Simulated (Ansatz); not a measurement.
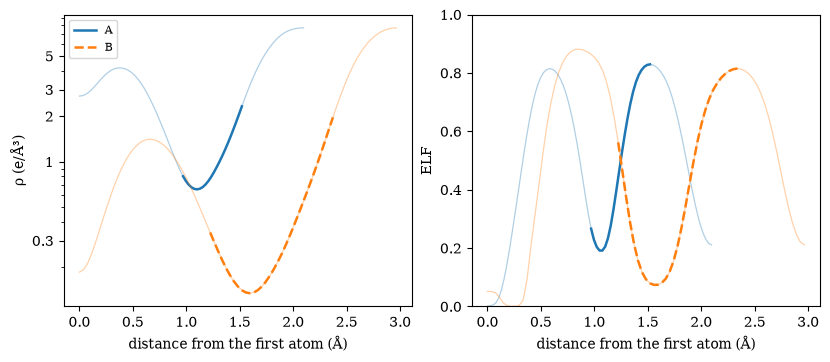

Figure. BaZrO3. Valence pseudo-density and electron localisation function along straight lines between neighbouring atoms. Thin, pale parts lie inside the atomic spheres.

Space group Pm-3m.

Method: DFT PBE, plane waves, PAW in Ansatz 0.2.0.

In a PAW calculation such maps are meaningful between the atoms, not at the nuclei.

```xyz
5
Lattice="4.1913 0.0000 0.0000 0.0000 4.1913 0.0000 0.0000 0.0000 4.1913" Properties=species:S:1:pos:R:3 pbc="T T T"
Ba    0.0000    0.0000    0.0000
Zr    2.0957    2.0957    2.0957
O     0.0000    2.0957    2.0957
O     2.0957    0.0000    2.0957
O     2.0957    2.0957    0.0000
```

Which curve belongs to which contact (Ba–O and Zr–O)? The first atom named is at distance zero.

Curve A: Zr–O (2.10 Å): the density is about 0.68 e/Å³ at the midpoint; the ELF peaks at about 0.85 in the valence shell of O, 0.6 Å from its nucleus, and drops to about 0.20 between the two atoms; no shared electron pair shows on this line. Curve B: Ba–O (2.96 Å): ρ is about 0.15 e/Å³ halfway; the ELF is about 0.10 at the midpoint (a closed-shell, largely ionic contact).
